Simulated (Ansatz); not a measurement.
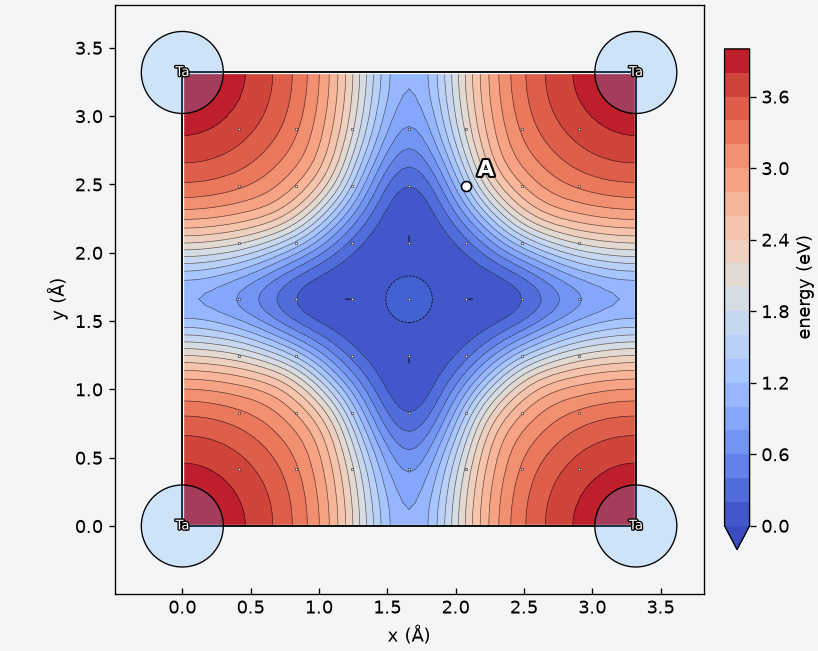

N on a Ta(100) slab cut from the Im-3m phase, its upper half relaxed before the scan (4 atoms of substrate and one adsorbate in a 1 × 1 cell). N is moved over the surface cell; relaxed at each place: the height of the adsorbate's atoms; substrate rigid; the origin of the map has the adsorbate above Ta4. Places are given modulo a cell vector. The map is drawn in real space over the plane of the surface. The grid has 8 × 8 points; 15 points were computed and 49 follow by symmetry. Energies: eV, counted from the lowest grid point. With one adsorbate in each 1 × 1 cell, its nearest image is 3.3 Å away, so neighbouring adsorbates interact. Computed with DFT PBE, scalar-relativistic, plane waves, PAW in Ansatz. Settings: cutoff 420 eV, k-mesh 8×8×1, gaussian smearing 0.1 eV, no spin polarisation.

In the figure: filled contours, dots at the grid points, labelled circles for the atoms of the top layer and small ones for the second layer, the outline of one cell of the plane, the point A. Between grid points the surface is interpolated.

Q: Which way does the force act at A, and how strong is it?

A: A, at (5/8, 6/8) of the cell vectors, is not a stationary point. The computed force is 5.2 eV/Å in the plane, pointing down and left in the picture (components −4.6 and −2.4 eV/Å).

PAW datasets: the set soft_1.
